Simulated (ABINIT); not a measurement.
# AlN: berry calculation

AlN (P-1, 4 atoms in the cell), computed with Kohn-Sham DFT of a periodic cell, LDA, PseudoDojo NC SR LDA v0.4.1 standard, no spin polarisation (ABINIT 10.8.3).

The structure derives from a Materials Project entry.

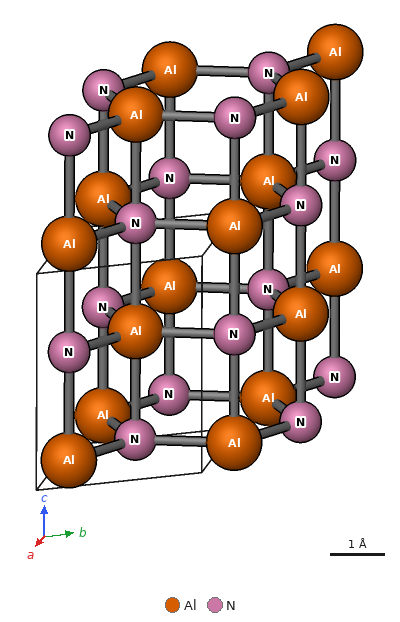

Figure 1. The structure as given in the input (ball-and-stick view of the cell of the calculation, repeated 2 × 2 × 2, seen slightly off an axis).

Results in brief

| quantity | value |
| --- | --- |
| outcome | converged |
| space group (tolerance 0.01 Å) | P-1 (2) |
| electrons treated | 16 |
| free energy | −698.5475 eV |
| Fermi energy of the self-consistent step | 7.525 eV |
| pressure | −9.46 GPa |
| largest force (length of the vector) | 0.179 eV/Å |
| hardware | 1 thread of Arm Neoverse V1, 24 GiB of memory available, shared host |
| wall time | 3.8 min |
| peak memory | 0.21 GiB |

Settings chosen away from the usual ones: width set to 0.005 (from 0.05). The cell is under a tension of 9.5 GPa at this level, so it is not at its equilibrium volume.

Input
```
pp_dirpath "./"
pseudos "Al.upf, N.upf"

acell 3.3109723526 3.2806498125 4.2124270186 Angstrom
rprim
     0.9999633483     0.0063993286    -0.0056877551
    -0.4990096760     0.8665072966     0.0124277208
    -0.0056520861     0.0108668945     0.9999249794
ntypat 2
znucl 13 7
natom 4
typat 1 1 2 2
chkprim 0
chksymtnons 0
tolsym 1.0e-6
xred
            2/3            1/3            1/4
            1/3            2/3            3/4
            2/3            1/3            3/4
            1/3            2/3            1/4

ecut 1142.878222 eV

kptopt 3
ngkpt 7 7 5
nshiftk 1
shiftk 0.0 0.0 0.0
istwfk *1

ixc 7

nband 8
occopt 1

nstep 80
diemac 6.0
tolvrs 1.0e-13

iomode 3
prteig 0
prtebands 0
prtwf 0
prtden 0

berryopt -1
rfdir 1 1 1
```

Launch command:
```bash
abinit run.abi > log 2>&1
```

The program's output
```
.Version 10.8.3 of ABINIT
 Symmetries : space group P-1 (#  2); Bravais aP (primitive triclinic)
================================================================================
 Values of the parameters that define the memory need of the present run
     intxc =       0    ionmov =       0      iscf =       7    lmnmax =       6
     lnmax =       6     mgfft =      48  mpssoang =       3    mqgrid =    3001
     natom =       4  nloc_mem =       1    nspden =       1   nspinor =       1
    nsppol =       1      nsym =       2    n1xccc =    2501    ntypat =       2
    occopt =       1   xclevel =       1
       mpw =        3514          nfft =       76800          nkpt =         245
================================================================================
================================================================================

--------------------------------------------------------------------------------
------------- Echo of variables that govern the present computation ------------
--------------------------------------------------------------------------------
 -outvars: echo values of preprocessed input variables --------
            acell      6.2568309569E+00  6.1995296606E+00  7.9603333905E+00 Bohr
              amu      2.69815390E+01  1.40067400E+01
         berryopt          -1
          chkprim           0
      chksymtnons           0
           diemac      6.00000000E+00
             ecut      4.20000000E+01 Hartree
                       outvar_i_n : Printing only first  50 k-points.
              ixc           7
                       outvar_i_n : Printing only first  50 k-points.
           kptopt           3
         kptrlatt        7    0    0      0    7    0      0    0    5
          kptrlen      3.98016670E+01
            natom           4
            nband           8
            ngfft          40      40      48
             nkpt         245
            nstep          80
             nsym           2
           ntypat           2
           prtden           0
        prtebands           0
           prteig           0
            prtwf           0
            rprim      9.9996334830E-01  6.3993286000E-03 -5.6877551000E-03
                      -4.9900967600E-01  8.6650729660E-01  1.2427720800E-02
                      -5.6520861000E-03  1.0866894500E-02  9.9992497940E-01
          spgroup           2
           tolsym      1.00000000E-06
           tolvrs      1.00000000E-13
            typat      1  1  2  2
                       outvars : Printing only first  50 k-points.
           xangst      1.6555897498E+00  9.7313833342E-01  1.0540634167E+00
                      -5.6237502078E-03  1.9365326668E+00  3.1799865832E+00
                       1.6436852497E+00  9.9602633342E-01  3.1601189166E+00
                       6.2807498917E-03  1.9136446668E+00  1.0739310833E+00
            xcart      3.1286112041E+00  1.8389649328E+00  1.9918911768E+00
                      -1.0627347693E-02  3.6595163741E+00  6.0093037262E+00
                       3.1061149592E+00  1.8822169844E+00  5.9717592776E+00
                       1.1868897161E-02  3.6162643225E+00  2.0294356255E+00
             xred      6.6666666667E-01  3.3333333333E-01  2.5000000000E-01
                       3.3333333333E-01  6.6666666667E-01  7.5000000000E-01
                       6.6666666667E-01  3.3333333333E-01  7.5000000000E-01
                       3.3333333333E-01  6.6666666667E-01  2.5000000000E-01
            znucl       13.00000    7.00000

================================================================================

 chkinp: Checking input parameters for consistency.

================================================================================
== DATASET  1 ==================================================================

--- !DatasetInfo
iteration_state: {dtset: 1, }
dimensions: {natom: 4, nkpt: 245, mband: 8, nsppol: 1, nspinor: 1, nspden: 1, mpw: 3514, }
cutoff_energies: {ecut:  42.0, pawecutdg:  -1.0, }
electrons: {nelect:   1.60000000E+01, charge:   0.00000000E+00, occopt:   1.00000000E+00, tsmear:   1.00000000E-02, }
meta: {optdriver: 0, ionmov: 0, optcell: 0, iscf: 7, paral_kgb: 0, }
...

 Exchange-correlation functional for the present dataset will be:
  LDA: Perdew-Wang 92 LSD fit to Ceperley-Alder data - ixc=7
  J.P.Perdew and Y.Wang, PRB 45, 13244 (1992)

 Real(R)+Recip(G) space primitive vectors, cartesian coordinates (Bohr,Bohr^-1):
 R(1)=  6.2566016  0.0400395 -0.0355873  G(1)=  0.1592437  0.0917077 -0.0000965
 R(2)= -3.0936253  5.3719377  0.0770460  G(2)= -0.0011986  0.1854913 -0.0020226
 R(3)= -0.0449925  0.0865041  7.9597362  G(3)=  0.0007236 -0.0013854  0.1256515
 Unit cell volume ucvol=  2.6847236E+02 bohr^3
 Angles (23,13,12)=  8.85867435E+01  9.06457180E+01  1.19572008E+02 degrees

 getcut: wavevector=  0.0000  0.0000  0.0000  ngfft=  40  40  48
         ecut(hartree)=     42.000   => boxcut(ratio)=   2.06753

--- Pseudopotential description ------------------------------------------------
- pspini: atom type   1  psp file is ./Al.upf
  13.00000   3.00000  180309                  znucl, zion, pspdat
12 -1012 2 -1 1854                            pspcod,pspxc,lmax,lloc,mmax
     nproj     2     2     2

- pspini: atom type   2  psp file is ./N.upf
   7.00000   5.00000  180309                  znucl, zion, pspdat
12 -1012 1 -1 1058                            pspcod,pspxc,lmax,lloc,mmax
     nproj     2     2     0

   1.88229268E+02                                ecore*ucvol(ha*bohr**3)
--------------------------------------------------------------------------------

  initberry: for direction 1, nkstr =   7, nstr =     35
  initberry: for direction 2, nkstr =   7, nstr =     35
  initberry: for direction 3, nkstr =   5, nstr =     49

================================================================================

--- !BeginCycle
iteration_state: {dtset: 1, }
solver: {iscf: 7, nstep: 80, nline: 4, wfoptalg: 0, }
tolerances: {tolvrs: 1.00E-13, }
...

     iter   Etot(hartree)      deltaE(h)  residm     vres2
 ETOT  1  -25.375165108015    -2.538E+01 2.445E-01 1.018E+03
 ETOT  2  -25.489848005782    -1.147E-01 7.007E-03 7.391E+02
 ETOT  3  -25.669111586396    -1.793E-01 2.181E-03 9.931E+00
 ETOT  4  -25.671100337022    -1.989E-03 5.971E-05 2.019E-01
 ETOT  5  -25.671145786701    -4.545E-05 9.094E-07 1.496E-04
 ETOT  6  -25.671145879838    -9.314E-08 2.304E-07 2.970E-05
 ETOT  7  -25.671145885936    -6.098E-09 3.751E-09 1.232E-07
 ETOT  8  -25.671145886021    -8.433E-11 8.887E-10 1.103E-08
 ETOT  9  -25.671145886025    -4.597E-12 1.297E-11 9.609E-10
 ETOT 10  -25.671145886025    -7.816E-14 3.549E-12 6.046E-12
 ETOT 11  -25.671145886026    -1.563E-13 6.219E-14 3.818E-14

 At SCF step   11       vres2   =  3.82E-14 < tolvrs=  1.00E-13 =>converged.

 Computing the polarization (Berry phase) for reciprocal vector:
  0.14286  0.00000  0.00000 (in reduced coordinates)
  0.02275  0.01310 -0.00001 (in cartesian coordinates - atomic units)
 Number of strings:    35
 Number of k points in string:    7

 Summary of the results
 Electronic Berry phase     2.206701727E-10
            Ionic phase     0.000000000E+00
            Total phase     2.206701727E-10
    Remapping in [-1,1]     2.206701727E-10

           Polarization     4.472864725E-12 (a.u. of charge)/bohr^2
           Polarization     2.559139099E-10 C/m^2

 Computing the polarization (Berry phase) for reciprocal vector:
  0.00000  0.14286  0.00000 (in reduced coordinates)
 -0.00017  0.02650 -0.00029 (in cartesian coordinates - atomic units)
 Number of strings:    35
 Number of k points in string:    7

 Summary of the results
 Electronic Berry phase     1.840818468E-10
            Ionic phase     1.776356839E-15
            Total phase     1.840836231E-10
    Remapping in [-1,1]     1.840836231E-10

           Polarization     3.696213556E-12 (a.u. of charge)/bohr^2
           Polarization     2.114779948E-10 C/m^2

 Computing the polarization (Berry phase) for reciprocal vector:
  0.00000  0.00000  0.20000 (in reduced coordinates)
  0.00014 -0.00028  0.02513 (in cartesian coordinates - atomic units)
 Number of strings:    49
 Number of k points in string:    5

 Summary of the results
 Electronic Berry phase     9.253083512E-10
            Ionic phase     0.000000000E+00
            Total phase     9.253083512E-10
    Remapping in [-1,1]     9.253083512E-10

           Polarization     2.742747314E-11 (a.u. of charge)/bohr^2
           Polarization     1.569256466E-09 C/m^2

 Polarization in cartesian coordinates (a.u.):
 (the sum of the electronic and ionic Berry phase has been folded into [-1, 1])
     Electronic berry phase:        0.286634045E-11   0.401439728E-11   0.274573521E-10
     Ionic:                        -0.204690809E-16   0.355436153E-16   0.509777736E-18
     Total:                         0.286631998E-11   0.401443282E-11   0.274573526E-10

 Polarization in cartesian coordinates (C/m^2):
 (the sum of the electronic and ionic Berry phase has been folded into [-1, 1])
     Electronic berry phase:        0.163996999E-09   0.229682802E-09   0.157096599E-08
     Ionic:                        -0.117113368E-14   0.203361965E-14   0.291668140E-16
     Total:                         0.163995828E-09   0.229684836E-09   0.157096602E-08

 Cartesian components of stress tensor (hartree/bohr^3)
  sigma(1 1)=  3.32700324E-04  sigma(3 2)=  1.46488531E-04
  sigma(2 2)=  2.78801862E-04  sigma(3 1)= -7.60113888E-05
  sigma(3 3)=  3.52767813E-04  sigma(2 1)=  7.18484316E-05

--- !ResultsGS
iteration_state: {dtset: 1, }
comment   : Summary of ground state results
lattice_vectors:
- [  6.2566016,   0.0400395,  -0.0355873, ]
- [ -3.0936253,   5.3719377,   0.0770460, ]
- [ -0.0449925,   0.0865041,   7.9597362, ]
lattice_lengths: [   6.25683,    6.19953,    7.96033, ]
lattice_angles: [ 88.587,  90.646, 119.572, ] # degrees, (23, 13, 12)
lattice_volume:   2.6847236E+02
convergence: {deltae: -1.563E-13, res2:  3.818E-14, residm:  6.219E-14, diffor: null, }
etotal    :  -2.56711459E+01
entropy   :   0.00000000E+00
fermie    :   2.76538713E-01
cartesian_stress_tensor: # hartree/bohr^3
- [  3.32700324E-04,   7.18484316E-05,  -7.60113888E-05, ]
- [  7.18484316E-05,   2.78801862E-04,   1.46488531E-04, ]
- [ -7.60113888E-05,   1.46488531E-04,   3.52767813E-04, ]
pressure_GPa:  -9.4566E+00
xred      :
- [  6.6667E-01,   3.3333E-01,   2.5000E-01, Al]
- [  3.3333E-01,   6.6667E-01,   7.5000E-01, Al]
- [  6.6667E-01,   3.3333E-01,   7.5000E-01,  N]
- [  3.3333E-01,   6.6667E-01,   2.5000E-01,  N]
cartesian_forces: # hartree/bohr
- [  2.57904385E-03,   9.83753552E-04,   3.52390477E-06, ]
- [ -2.57904385E-03,  -9.83753552E-04,  -3.52390477E-06, ]
- [  3.24691505E-03,   1.24754600E-03,   1.78579548E-05, ]
- [ -3.24691505E-03,  -1.24754600E-03,  -1.78579548E-05, ]
force_length_stats: {min:   2.76029901E-03, max:   3.47838285E-03, mean:   3.11934093E-03, }
...

 Integrated electronic density in atomic spheres:
 ------------------------------------------------
 Atom  Sphere_radius  Integrated_density
    1        2.00000          1.06678310
    2        2.00000          1.06678310
    3        2.00000          5.36155666
    4        2.00000          5.36155666
================================================================================

 ----iterations are completed or convergence reached----

 Mean square residual over all n,k,spin=   98.980E-18; max=  62.186E-15
 reduced coordinates (array xred) for    4 atoms
       0.666666666667      0.333333333333      0.250000000000
       0.333333333333      0.666666666667      0.750000000000
       0.666666666667      0.333333333333      0.750000000000
       0.333333333333      0.666666666667      0.250000000000
 rms dE/dt=  1.0761E-02; max dE/dt=  2.0364E-02; dE/dt below (all hartree)
    1      -0.016175313573      0.002693660986      0.000002889533
    2       0.016175313573     -0.002693660986     -0.000002889533
    3      -0.020363969650      0.003341623283     -0.000103975664
    4       0.020363969650     -0.003341623283      0.000103975664

 cartesian coordinates (angstrom) at end:
    1      1.65558974983828     0.97313833342011     1.05406341666387
    2     -0.00562375020784     1.93653266677044     3.17998658316160
    3      1.64368524973873     0.99602633342015     3.16011891656267
    4      0.00628074989171     1.91364466677040     1.07393108326280

 cartesian forces (hartree/bohr) at end:
    1      0.00257904384954     0.00098375355219     0.00000352390477
    2     -0.00257904384954    -0.00098375355219    -0.00000352390477
    3      0.00324691505351     0.00124754599528     0.00001785795475
    4     -0.00324691505351    -0.00124754599528    -0.00001785795475
 frms,max,avg= 1.8128430E-03 3.2469151E-03   0.000E+00  0.000E+00  0.000E+00 h/b

 cartesian forces (eV/Angstrom) at end:
    1      0.13261976694529     0.05058664157512     0.00018120646914
    2     -0.13261976694529    -0.05058664157512    -0.00018120646914
    3      0.16696308508452     0.06415139439259     0.00091829295501
    4     -0.16696308508452    -0.06415139439259    -0.00091829295501
 frms,max,avg= 9.3220134E-02 1.6696309E-01   0.000E+00  0.000E+00  0.000E+00 e/A
 length scales=  6.256830956867  6.199529660636  7.960333390528 bohr
              =  3.310972352600  3.280649812500  4.212427018600 angstroms
 Fermi (or HOMO) energy (hartree) =   0.27654   Average Vxc (hartree)=  -0.41163
 Eigenvalues (hartree) for nkpt= 245  k points:
 kpt#   1, nband=  8, wtk=  0.00408, kpt=  0.0000  0.0000  0.0000 (reduced coord)
  -0.33531   -0.19976    0.02115    0.15484    0.15697    0.21429    0.21613    0.27654
 prteigrs : prtvol=0 or 1, do not print more k-points.

--- !EnergyTerms
iteration_state     : {dtset: 1, }
comment             : Components of total free energy in Hartree
kinetic             :  1.64509000074752E+01
hartree             :  5.54398996605248E+00
xc                  : -8.51503091752670E+00
Ewald energy        : -2.21879447092595E+01
psp_core            :  7.01112283043503E-01
local_psp           : -1.61827055435310E+01
non_local_psp       : -1.48146697227968E+00
total_energy        : -2.56711458860256E+01
total_energy_eV     : -6.98547466081570E+02
band_energy         :  6.22145232604385E-01
...

 Cartesian components of stress tensor (hartree/bohr^3)
  sigma(1 1)=  3.32700324E-04  sigma(3 2)=  1.46488531E-04
  sigma(2 2)=  2.78801862E-04  sigma(3 1)= -7.60113888E-05
  sigma(3 3)=  3.52767813E-04  sigma(2 1)=  7.18484316E-05

-Cartesian components of stress tensor (GPa)         [Pressure= -9.4566E+00 GPa]
- sigma(1 1)=  9.78838147E+00  sigma(3 2)=  4.30984137E+00
- sigma(2 2)=  8.20263397E+00  sigma(3 1)= -2.23633227E+00
- sigma(3 3)=  1.03787874E+01  sigma(2 1)=  2.11385384E+00

== END DATASET(S) ==============================================================
================================================================================

 -outvars: echo values of variables after computation  --------
            acell      6.2568309569E+00  6.1995296606E+00  7.9603333905E+00 Bohr
           etotal     -2.5671145886E+01
            fcart      2.5790438495E-03  9.8375355219E-04  3.5239047730E-06
                      -2.5790438495E-03 -9.8375355219E-04 -3.5239047730E-06
                       3.2469150535E-03  1.2475459953E-03  1.7857954755E-05
                      -3.2469150535E-03 -1.2475459953E-03 -1.7857954755E-05
            rprim      9.9996334830E-01  6.3993286000E-03 -5.6877551000E-03
                      -4.9900967600E-01  8.6650729660E-01  1.2427720800E-02
                      -5.6520861000E-03  1.0866894500E-02  9.9992497940E-01
           strten      3.3270032399E-04  2.7880186188E-04  3.5276781307E-04
                       1.4648853075E-04 -7.6011388768E-05  7.1848431587E-05
           xangst      1.6555897498E+00  9.7313833342E-01  1.0540634167E+00
                      -5.6237502078E-03  1.9365326668E+00  3.1799865832E+00
                       1.6436852497E+00  9.9602633342E-01  3.1601189166E+00
                       6.2807498917E-03  1.9136446668E+00  1.0739310833E+00
             xred      6.6666666667E-01  3.3333333333E-01  2.5000000000E-01
                       3.3333333333E-01  6.6666666667E-01  7.5000000000E-01
                       6.6666666667E-01  3.3333333333E-01  7.5000000000E-01
                       3.3333333333E-01  6.6666666667E-01  2.5000000000E-01
 Calculation completed.
```

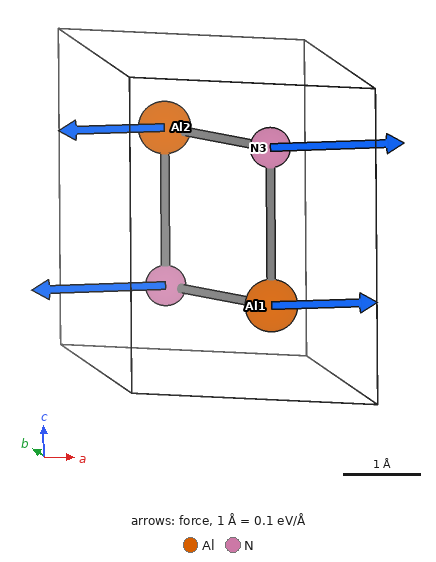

Figure 2. Forces on the atoms as blue arrows (ball-and-stick view of the cell of the calculation, seen slightly off an axis; atoms are numbered from 1 in the order of the input). The largest act on N3, N4 (0.18 eV/Å); Al1, Al2 (0.14 eV/Å). The geometry is not a stationary point of this energy.
